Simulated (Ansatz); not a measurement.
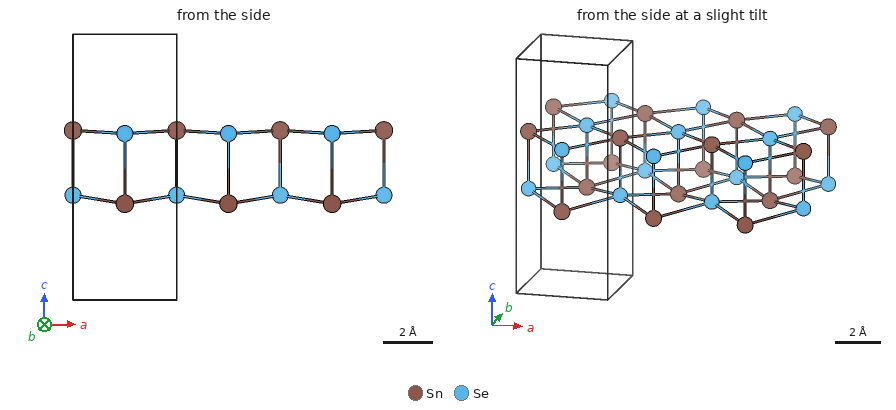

A ball-and-stick picture of a periodic sheet, seen from the side and from the side at a slight tilt. The surface normal points up in side views; the box is the simulation cell. 3×2 cells are drawn in the plane, with atoms at the edges repeated.

The cell holds 2 Sn, 2 Se.

**What is the slab's thickness, atom centre to atom centre?**

About 3.0 Å from the lowest to the highest atom, with about 8 Å of vacuum to the next image.

**How do the atoms link up?**

The Sn atoms are each bonded to five Se in a distorted square pyramidal arrangement at about 2.7 to 3.1 Å. Se bonds to five Sn in a distorted square pyramidal arrangement at about 2.7 to 3.1 Å. The bonds build SnSe layers parallel to the surface.

The structure was taken from a structure listed in the Materials Project. The cell was then strained or its atoms displaced on purpose. An electronic-structure calculation with Ansatz was run on it.

At this level of theory the run's own cell isn't at rest (forces up to 1.0 eV/Å), so its distances can differ from those at equilibrium, the more so the softer the solid.
